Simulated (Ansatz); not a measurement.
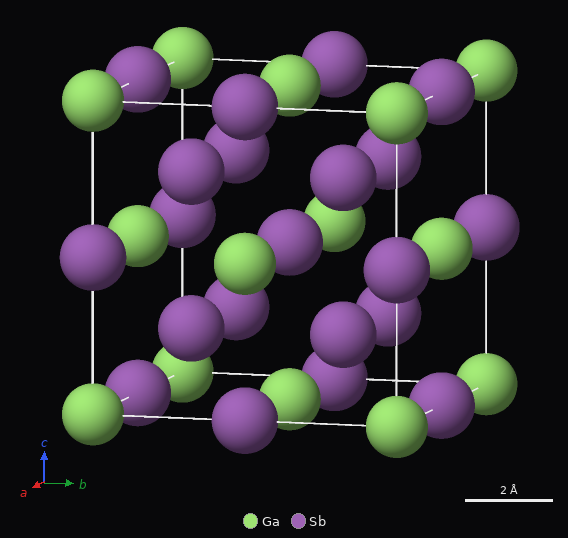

Crystal structure, spheres-only style, seen slightly off an axis. Atoms at the boundary of the conventional unit cell (the box) are drawn once for each face, edge or corner they touch.

Formula: GaSb₃. The structure has Fm-3m (No. 225) symmetry and a face-centred cubic lattice. Among the common structure types it is D0₃ (BiF₃ or Fe₃Al type). In the cell are 4 Ga, 12 Sb, which makes 4 formula units. Ga bonds to eight Sb in a cubic arrangement at about 3.2 Å. Sb takes two kinds of site: 8c with four Ga and four Sb in a cubic arrangement (about 3.2 Å to Ga, 3.2 Å to Sb); 4b with eight Sb in a cubic arrangement at about 3.2 Å.

Origin of the cell: a structure listed in the Materials Project. Atoms and cell were optimised with Ansatz 0.2.0, DFT PBE+D3(BJ), scalar-relativistic, plane waves, PAW.
